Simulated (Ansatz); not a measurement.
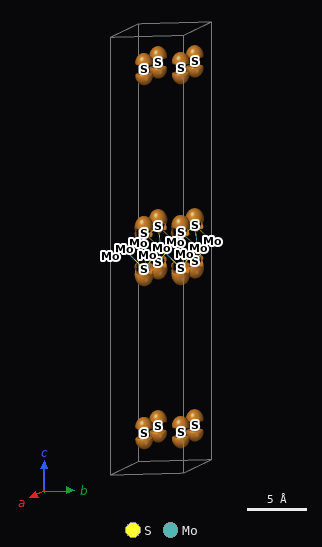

The picture shows: MoS$_{4}$ (slab). Isosurface of the electron localisation function at 0.85 (orange), seen slightly off an axis. Only the valence region is drawn (cores and ρ < 0.01 e/Å³ removed). Sticks mark near contacts.

Computed without spin polarisation.

Level of theory: Ansatz 0.2.0, DFT PBEsol, scalar-relativistic, plane waves, PAW.

Core electrons are frozen (PAW), and the valence fields are smoothed inside the atomic spheres.

**Describe the localisation domains.**

At this value the surface marks out six lobes on S, pointing away from the bonds (lone pairs), counted in one cell of 5 atoms. Counts are for one cell; the picture repeats the cell along the surface.

Values along the shortest contacts:
Mo–S (2.39 Å): the ELF peaks at about 0.85 in the valence shell of S, 0.8 Å from its nucleus, and is about 0.45 at the midpoint.
